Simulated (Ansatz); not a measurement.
Given this structure:

```
Si Ge
1.0
     5.32270    0.00000    0.00000
     0.00000    5.32270    0.00000
     0.00000    0.00000    5.45918
Si Ge
7 1
Direct
  0.25260 0.25260 0.25260
  0.00000 0.50000 0.50000
  0.50000 0.50000 0.00000
  0.50000 0.00000 0.50000
  0.74740 0.25260 0.74740
  0.74740 0.74740 0.25260
  0.25260 0.74740 0.74740
  0.00000 0.00000 0.00000
```

Question: Interpret the file: composition, symmetry and coordination.

Answer: The material is Si₇Ge. The structure has P-42m (No. 111) symmetry and a primitive tetragonal lattice. Atoms per cell: 8 (7 Si, 1 Ge). About every Ge there are four Si in a tetrahedral arrangement at 2.35 Å. Si takes three kinds of site: 4n with three Si and one Ge in a tetrahedral arrangement (2.32 Å to Si, 2.35 Å to Ge); 2f with four Si in a tetrahedral arrangement at 2.32 Å; 1d with four Si in a tetrahedral arrangement at 2.32 Å. The bonds build a three-dimensional framework.

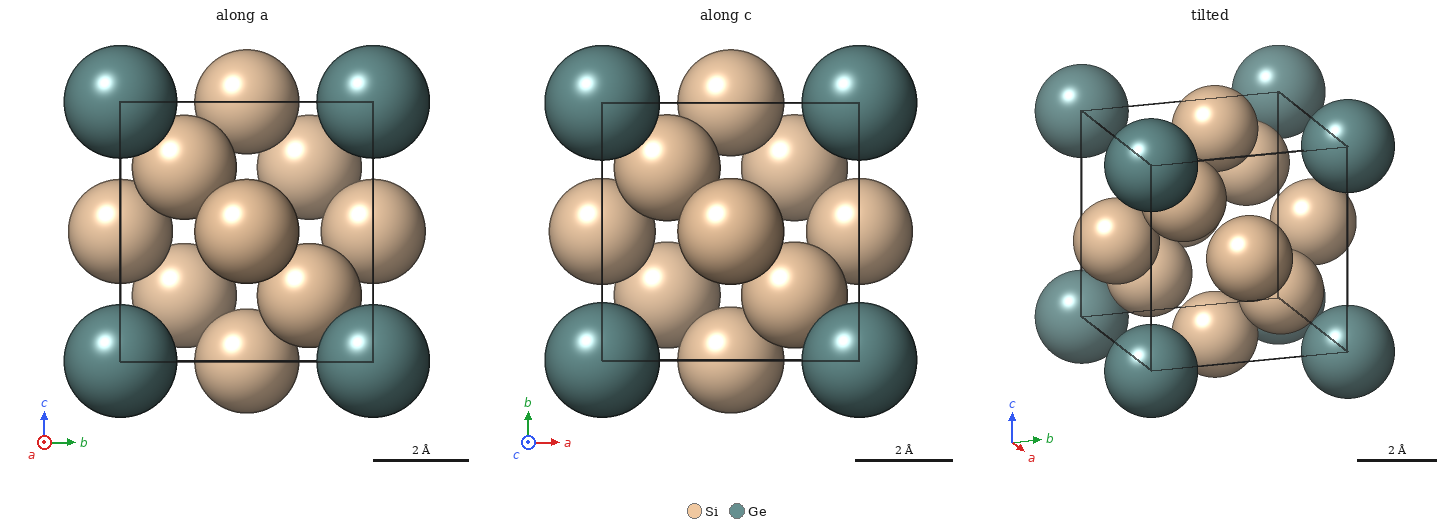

Space-filling representation of a periodic structure, projected along the a axis, along the c axis and slightly off an axis. The lines enclose the conventional unit cell; boundary atoms appear with their images.

Origin of the cell: a structure listed in the Materials Project. The cell was then strained or its atoms displaced on purpose. Ansatz was used for an electronic-structure calculation on it.

At this level of theory the run's own cell isn't at rest (compressed, at 5 GPa), so its distances can differ from those at equilibrium, the more so the softer the solid.
